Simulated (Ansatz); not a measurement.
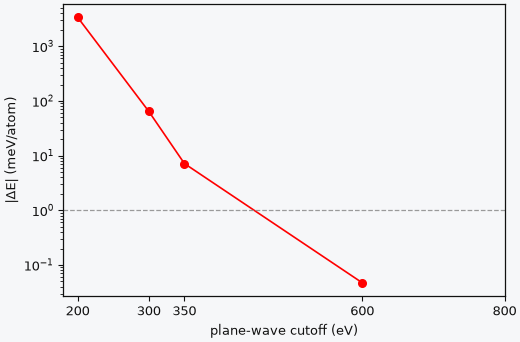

Convergence test: the plane-wave cutoff (density cutoff scaled with it) is varied and all else is held.
System: ZnS (F-43m, 2 atoms in the cell).
Method: DFT, PBE, PAW with Ansatz's default frozen-core files, scalar-relativistic (Ansatz); 9×9×9 k-mesh, Fermi–Dirac smearing of 0.01 eV.
ΔE is the free energy less its value at the largest setting, 800 eV.
Dashed lines or grey bands mark the tolerance: 1 meV/atom.

Q: What is enough for the free energy to 1 meV/atom?

A: The free energy is within 1 meV/atom of the largest setting's value from 600 eV on. It is off by 3400 meV/atom at 200 eV, 64 meV/atom at 300 eV and 7.2 meV/atom at 350 eV (always above it). The smaller bases give higher energies, which fall towards the limit as the basis grows.
